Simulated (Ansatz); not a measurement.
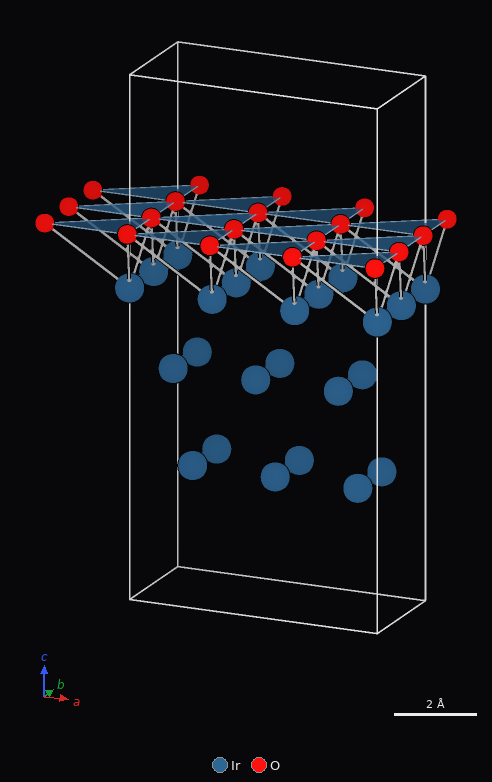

Figure 1. The starting structure (polyhedral view of the 3 × 2 repeat of the cell, with the vacuum cut short, seen slightly off an axis; polyhedra are completed across the faces of the cell). An atom can appear more than once, as a periodic image.

## Ir₃O: geometry relaxation (part 1 of 2)

Ir₃O (slab, 4 atoms in the cell), computed with DFT PBE, scalar-relativistic, plane waves, PAW, PAW set soft_1, no spin polarisation (Ansatz 0.2.0).

The structure derives from an entry of the Crystallography Open Database. The input holds or restrains some coordinates. Forces given for the steps count only the free coordinates.

### Output
```
Engine: ansatz 0.2.0, aarch64-unknown-linux-gnu
Pseudopotentials: kind: paw
Pseudopotential: Ir, paw, valence charge 17, recommended cutoff 420 eV (normal), [file]
Pseudopotential: O, paw, valence charge 6, recommended cutoff 420 eV (normal), [file]
Functional definition: PBE
  parameter kappa = 0.804
  parameter beta = 0.06672455060314922
  exchange = pbe_x(kappa = kappa, mu = beta*pi^2/3)
  correlation = pbe_c(beta = beta)
Crystal: 4 atoms, lattice volume = 128.707 Å³
Basis set: ecut = 420 eV, 2521 PW (Γ), exchange–correlation on 40×40×270 points (8 copies of the dense FFT grid, shifted against one another)
Bands: 35, of which v1, the nominal top of the filled ones, is band 29 counted from 1 (28 counted from 0)
Symmetry: 2 space group operations
Space group: Cm (ITA 8), of the structure as read, at distance tolerance 5.0e-5 Å
k-points: 43 of 144 (time reversal used)
Non-local potential: Ir, projectors of the file, l = 0: 3, l = 1: 2, l = 2: 2, l = 3: 1
Non-local potential: O, projectors of the file, l = 0: 2, l = 1: 2, l = 2: 1
PAW form: soft (Blöchl's): semilocal exchange-correlation on the pseudo side does not see the compensation charge
PAW one-centre angular grid: Ir, 590 points (default); XC on 64 Gauss nodes
PAW one-centre angular grid: O, 110 points (default); XC on 64 Gauss nodes
Initial density: superposition of atomic densities (neutral atoms: chi_scale 0, normalization atom)
Initial wavefunctions: pseudopotential atomic-orbital guess
Functional: x = pbe(κ = 0.804, μ = 0.2195149727645171), c = pbe(β = 0.06672455060314922)
SCF iter   1: F=—  HF=-36375.466401 eV  |F-HF|=—  |Δ(HF+E_count)|=         —  Δρ=8.29e-2  dr2=1.78e1  ethr=3.10e-3  p=-0.000 e·Å  D=-1.07e-7 V/Å  ΔV_dip=0.00 eV  dr2_dipole=3.63e0  V_vac-E_F(+/−)=6.73/6.73 eV  ⟨swp⟩=8.7  Hψ=7359  notcnv=0
efield: sawtooth ramp at fractional position 0.8324 (placed from the atoms, in the widest stretch of the axis that holds none; the zero of the levels goes with the place), width 0.0400; the density the first Hamiltonian is built on has a dipole p = -0.000 e·Å; the dipole correction subtracts the counter field D = -1.07e-7 V/Å, which shifts the + side's vacuum level by +0.00 eV against the − side's; the planar-averaged density in the ramp window peaks in size at 1.3e-6 e/Å³
preconditioner: auto → LDOS  [metal: Δε(μ)=0.036 eV  Ē_g=7.999 eV  σ=0.100 eV  W_gap=0.20  n_scr=14 (ndim 8)  ℏωp=18.8 eV  f_vac=0.546  D(μ)=2.67/eV (n_scr^D=12)  β→1.0]
SCF iter   2: F=—  HF=-36375.769288 eV  |F-HF|=—  |Δ(HF+E_count)|=   3.03e-1  Δρ=1.25e-1  dr2=1.05e2  ethr=3.10e-3  p=-0.174 e·Å  D=-2.45e-1 V/Å  ΔV_dip=4.86 eV  dr2_dipole=4.78e1  V_vac-E_F(+/−)=8.52/3.66 eV  ⟨swp⟩=4.1  Hψ=4031  notcnv=0  defer=47  recentre
SCF iter   3: F=—  HF=-36374.115064 eV  |F-HF|=—  |Δ(HF+E_count)|=    1.65e0  Δρ=4.58e-2  dr2=1.14e1  ethr=3.10e-3  p=-0.034 e·Å  D=-4.85e-2 V/Å  ΔV_dip=0.96 eV  dr2_dipole=4.49e0  V_vac-E_F(+/−)=7.12/6.16 eV  ⟨swp⟩=4.0  Hψ=4119  notcnv=0  defer=43
SCF iter   4: F=—  HF=-36373.667051 eV  |F-HF|=—  |Δ(HF+E_count)|=   4.48e-1  Δρ=1.79e-2  dr2=1.43e0  ethr=3.10e-3  p=-0.066 e·Å  D=-9.28e-2 V/Å  ΔV_dip=1.84 eV  dr2_dipole=5.70e-1  V_vac-E_F(+/−)=7.59/5.75 eV  ⟨swp⟩=2.0  Hψ=1891  notcnv=0  defer=45
SCF iter   5: F=—  HF=-36373.605302 eV  |F-HF|=—  |Δ(HF+E_count)|=   6.17e-2  Δρ=2.19e-3  dr2=8.92e-3  ethr=2.52e-3  p=-0.084 e·Å  D=-1.18e-1 V/Å  ΔV_dip=2.33 eV  dr2_dipole=1.59e-3  V_vac-E_F(+/−)=7.77/5.43 eV  ⟨swp⟩=1.9  Hψ=1769  notcnv=0  defer=41
SCF iter   6: F=—  HF=-36373.612595 eV  |F-HF|=—  |Δ(HF+E_count)|=   7.29e-3  Δρ=1.90e-3  dr2=6.90e-3  ethr=1.56e-5  p=-0.083 e·Å  D=-1.16e-1 V/Å  ΔV_dip=2.31 eV  dr2_dipole=1.70e-3  V_vac-E_F(+/−)=7.79/5.48 eV  ⟨swp⟩=3.2  Hψ=3203  notcnv=0  defer=42
SCF iter   7: F=—  HF=-36373.611613 eV  |F-HF|=—  |Δ(HF+E_count)|=   9.81e-4  Δρ=8.57e-4  dr2=2.84e-3  ethr=1.21e-5  p=-0.083 e·Å  D=-1.17e-1 V/Å  ΔV_dip=2.32 eV  dr2_dipole=9.61e-4  V_vac-E_F(+/−)=7.81/5.49 eV  ⟨swp⟩=2.5  Hψ=2522  notcnv=0  defer=42
SCF iter   8: F=—  HF=-36373.611520 eV  |F-HF|=—  |Δ(HF+E_count)|=   9.29e-5  Δρ=1.60e-4  dr2=1.54e-4  ethr=4.98e-6  p=-0.083 e·Å  D=-1.16e-1 V/Å  ΔV_dip=2.31 eV  dr2_dipole=7.13e-5  V_vac-E_F(+/−)=7.80/5.50 eV  ⟨swp⟩=1.2  Hψ=1541  notcnv=0  defer=42
SCF iter   9: F=—  HF=-36373.611526 eV  |F-HF|=—  |Δ(HF+E_count)|=   5.42e-6  Δρ=8.10e-5  dr2=2.67e-5  ethr=2.70e-7  p=-0.083 e·Å  D=-1.16e-1 V/Å  ΔV_dip=2.31 eV  dr2_dipole=9.81e-6  V_vac-E_F(+/−)=7.81/5.50 eV  ⟨swp⟩=1.8  Hψ=1889  notcnv=0  defer=42
SCF iter  10: F=-36373.611523 eV  HF=-36373.611526 eV  |F-HF|=3.01e-6  |Δ(HF+E_count)|=   2.13e-7  Δρ=3.24e-5  dr2=3.02e-6  ethr=2.74e-8  p=-0.083 e·Å  D=-1.17e-1 V/Å  ΔV_dip=2.31 eV  dr2_dipole=5.54e-7  V_vac-E_F(+/−)=7.81/5.50 eV  ⟨swp⟩=13.1  Hψ=7605  notcnv=0
SCF 1 converged in 10 iterations: F = -36373.611523 eV  dr2 = 3.02e-6
  greatest PAW one-centre occupation: 1.000 electrons in one spin orbital (limit 2), on the Ir atom at site 2 (counted from 0), in its partial waves of l = 0
relax step   1: F+E_penalty+E_count = -36373.61152257 eV  Δ(F+E_penalty+E_count) = +0.000e0 eV  max|allowed force component| = 4.733e-1 eV/Å  Δτ_max = 0.0000 Å  (10 SCF iters, dr2 threshold 1.56e-5 eV, accepted)
Initial density: handed on by an earlier stage of this run
Initial wavefunctions: those handed on with the density
iter 1 solved again at ethr=1.26e-5 eV; its pass at ethr=3.10e-3 eV (dr2=7.19e-3 eV) is discarded
SCF iter   1: F=—  HF=-36373.616461 eV  |F-HF|=—  |Δ(HF+E_count)|=         —  Δρ=1.52e-3  dr2=6.98e-3  ethr=1.26e-5  p=-0.083 e·Å  D=-1.17e-1 V/Å  ΔV_dip=2.31 eV  dr2_dipole=2.16e-3  V_vac-E_F(+/−)=7.81/5.49 eV  ⟨swp⟩=2.0  Hψ=4286  notcnv=0  defer=31
efield: sawtooth ramp at fractional position 0.8324 (handed on by an earlier solve), width 0.0400; the density the first Hamiltonian is built on has a dipole p = -0.083 e·Å; the dipole correction subtracts the counter field D = -1.17e-1 V/Å, which shifts the + side's vacuum level by +2.31 eV against the − side's; the planar-averaged density in the ramp window peaks in size at 1.4e-6 e/Å³
preconditioner: auto → LDOS  [metal: Δε(μ)=0.037 eV  Ē_g=7.582 eV  σ=0.100 eV  W_gap=0.21  n_scr=14 (ndim 8)  ℏωp=18.8 eV  f_vac=0.552  D(μ)=4.37/eV (n_scr^D=14)  β→1.0]
SCF iter   2: F=—  HF=-36373.615913 eV  |F-HF|=—  |Δ(HF+E_count)|=   5.49e-4  Δρ=5.67e-4  dr2=7.15e-4  ethr=1.23e-5  p=-0.081 e·Å  D=-1.14e-1 V/Å  ΔV_dip=2.26 eV  dr2_dipole=2.62e-4  V_vac-E_F(+/−)=7.76/5.50 eV  ⟨swp⟩=2.0  Hψ=2177  notcnv=0  defer=31
SCF iter   3: F=—  HF=-36373.615917 eV  |F-HF|=—  |Δ(HF+E_count)|=   3.86e-6  Δρ=2.10e-4  dr2=9.10e-5  ethr=1.25e-6  p=-0.081 e·Å  D=-1.14e-1 V/Å  ΔV_dip=2.27 eV  dr2_dipole=3.66e-6  V_vac-E_F(+/−)=7.76/5.49 eV  ⟨swp⟩=1.6  Hψ=1668  notcnv=0  defer=31
SCF iter   4: F=—  HF=-36373.615928 eV  |F-HF|=—  |Δ(HF+E_count)|=   1.12e-5  Δρ=1.08e-4  dr2=3.08e-5  ethr=2.46e-8  p=-0.081 e·Å  D=-1.14e-1 V/Å  ΔV_dip=2.26 eV  dr2_dipole=1.09e-5  V_vac-E_F(+/−)=7.75/5.49 eV  ⟨swp⟩=12.1  Hψ=8052  notcnv=0
SCF iter   5: F=-36373.615930 eV  HF=-36373.615933 eV  |F-HF|=2.39e-6  |Δ(HF+E_count)|=   5.01e-6  Δρ=4.56e-5  dr2=5.00e-6  ethr=2.46e-8  p=-0.081 e·Å  D=-1.14e-1 V/Å  ΔV_dip=2.26 eV  dr2_dipole=7.44e-7  V_vac-E_F(+/−)=7.75/5.49 eV  ⟨swp⟩=8.5  Hψ=6730  notcnv=0
SCF 2 converged in 5 iterations: F = -36373.615930 eV  dr2 = 5.00e-6
relax step   2: F+E_penalty+E_count = -36373.61593039 eV  Δ(F+E_penalty+E_count) = -4.408e-3 eV  max|allowed force component| = 1.495e-1 eV/Å  Δτ_max = 0.0140 Å  (5 SCF iters, dr2 threshold 1.40e-5 eV, accepted)
SCF iter   1: F=—  HF=-36373.616497 eV  |F-HF|=—  |Δ(HF+E_count)|=         —  Δρ=7.00e-4  dr2=1.56e-3  ethr=2.50e-5  p=-0.081 e·Å  D=-1.14e-1 V/Å  ΔV_dip=2.26 eV  dr2_dipole=5.01e-4  V_vac-E_F(+/−)=7.75/5.49 eV  ⟨swp⟩=1.4  Hψ=2290  notcnv=0  defer=2
efield: sawtooth ramp at fractional position 0.8324 (handed on by an earlier solve), width 0.0400; the density the first Hamiltonian is built on has a dipole p = -0.081 e·Å; the dipole correction subtracts the counter field D = -1.14e-1 V/Å, which shifts the + side's vacuum level by +2.26 eV against the − side's; the planar-averaged density in the ramp window peaks in size at 1.3e-6 e/Å³
preconditioner: auto → LDOS  [metal: Δε(μ)=0.043 eV  Ē_g=7.596 eV  σ=0.100 eV  W_gap=0.24  n_scr=14 (ndim 8)  ℏωp=18.8 eV  f_vac=0.552  D(μ)=4.34/eV (n_scr^D=14)  β→1.0]
SCF iter   2: F=—  HF=-36373.616386 eV  |F-HF|=—  |Δ(HF+E_count)|=   1.11e-4  Δρ=2.70e-4  dr2=2.05e-4  ethr=2.74e-6  p=-0.080 e·Å  D=-1.12e-1 V/Å  ΔV_dip=2.23 eV  dr2_dipole=7.68e-5  V_vac-E_F(+/−)=7.73/5.49 eV  ⟨swp⟩=2.0  Hψ=2494  notcnv=0  defer=2
SCF iter   3: F=—  HF=-36373.616394 eV  |F-HF|=—  |Δ(HF+E_count)|=   7.56e-6  Δρ=9.27e-5  dr2=2.38e-5  ethr=3.60e-7  p=-0.080 e·Å  D=-1.13e-1 V/Å  ΔV_dip=2.23 eV  dr2_dipole=3.49e-7  V_vac-E_F(+/−)=7.73/5.49 eV  ⟨swp⟩=2.1  Hψ=2163  notcnv=0  defer=2
SCF iter   4: F=—  HF=-36373.616397 eV  |F-HF|=—  |Δ(HF+E_count)|=   3.06e-6  Δρ=7.53e-5  dr2=1.67e-5  ethr=4.17e-8  p=-0.080 e·Å  D=-1.12e-1 V/Å  ΔV_dip=2.23 eV  dr2_dipole=2.20e-6  V_vac-E_F(+/−)=7.73/5.49 eV  ⟨swp⟩=2.7  Hψ=2468  notcnv=0  defer=2
SCF iter   5: F=—  HF=-36373.616397 eV  |F-HF|=—  |Δ(HF+E_count)|=   2.40e-7  Δρ=2.67e-5  dr2=2.40e-6  ethr=2.93e-8  p=-0.080 e·Å  D=-1.12e-1 V/Å  ΔV_dip=2.23 eV  dr2_dipole=7.91e-7  V_vac-E_F(+/−)=7.72/5.49 eV  ⟨swp⟩=2.6  Hψ=2290  notcnv=0  defer=2
SCF iter   6: F=-36373.616398 eV  HF=-36373.616398 eV  |F-HF|=1.06e-7  |Δ(HF+E_count)|=   1.34e-6  Δρ=8.76e-6  dr2=2.74e-7  ethr=2.45e-9  p=-0.080 e·Å  D=-1.12e-1 V/Å  ΔV_dip=2.23 eV  dr2_dipole=3.93e-8  V_vac-E_F(+/−)=7.72/5.49 eV  ⟨swp⟩=10.7  Hψ=6889  notcnv=0
SCF 3 converged in 6 iterations: F = -36373.616398 eV  dr2 = 2.74e-7
relax step   3: F+E_penalty+E_count = -36373.61639841 eV  Δ(F+E_penalty+E_count) = -4.680e-4 eV  max|allowed force component| = 4.692e-3 eV/Å  Δτ_max = 0.0064 Å  (6 SCF iters, dr2 threshold 1.40e-6 eV, accepted)
iter 1 solved again at ethr=5.10e-10 eV; its pass at ethr=3.10e-3 eV (dr2=2.91e-7 eV) is discarded
SCF iter   1: F=—  HF=-36373.616399 eV  |F-HF|=—  |Δ(HF+E_count)|=         —  Δρ=8.95e-6  dr2=2.91e-7  ethr=5.10e-10  p=-0.080 e·Å  D=-1.12e-1 V/Å  ΔV_dip=2.23 eV  dr2_dipole=4.52e-8  V_vac-E_F(+/−)=7.72/5.49 eV  ⟨swp⟩=1.0  Hψ=4043  notcnv=0
efield: sawtooth ramp at fractional position 0.8324 (handed on by an earlier solve), width 0.0400; the density the first Hamiltonian is built on has a dipole p = -0.080 e·Å; the dipole correction subtracts the counter field D = -1.12e-1 V/Å, which shifts the + side's vacuum level by +2.23 eV against the − side's; the planar-averaged density in the ramp window peaks in size at 1.2e-6 e/Å³
preconditioner: auto → LDOS  [metal: Δε(μ)=0.042 eV  Ē_g=7.597 eV  σ=0.100 eV  W_gap=0.24  n_scr=14 (ndim 8)  ℏωp=18.8 eV  f_vac=0.552  D(μ)=4.31/eV (n_scr^D=14)  β→1.0]
SCF iter   2: F=—  HF=-36373.616399 eV  |F-HF|=—  |Δ(HF+E_count)|=   2.17e-7  Δρ=6.16e-6  dr2=1.44e-7  ethr=5.10e-10  p=-0.080 e·Å  D=-1.12e-1 V/Å  ΔV_dip=2.23 eV  dr2_dipole=1.64e-8  V_vac-E_F(+/−)=7.72/5.49 eV  ⟨swp⟩=2.0  Hψ=2103  notcnv=0
SCF iter   3: F=-36373.616399 eV  HF=-36373.616399 eV  |F-HF|=2.79e-8  |Δ(HF+E_count)|=   2.87e-9  Δρ=3.07e-6  dr2=4.49e-8  ethr=1.75e-10  p=-0.080 e·Å  D=-1.12e-1 V/Å  ΔV_dip=2.23 eV  dr2_dipole=4.31e-9  V_vac-E_F(+/−)=7.72/5.49 eV  ⟨swp⟩=7.9  Hψ=6535  notcnv=0
SCF 4 converged in 3 iterations: F = -36373.616399 eV  dr2 = 4.49e-8
relax step   4: F+E_penalty+E_count = -36373.61639864 eV  Δ(F+E_penalty+E_count) = -2.335e-7 eV  max|allowed force component| = 4.801e-3 eV/Å  Δτ_max = 0.0000 Å  (3 SCF iters, accepted)
```
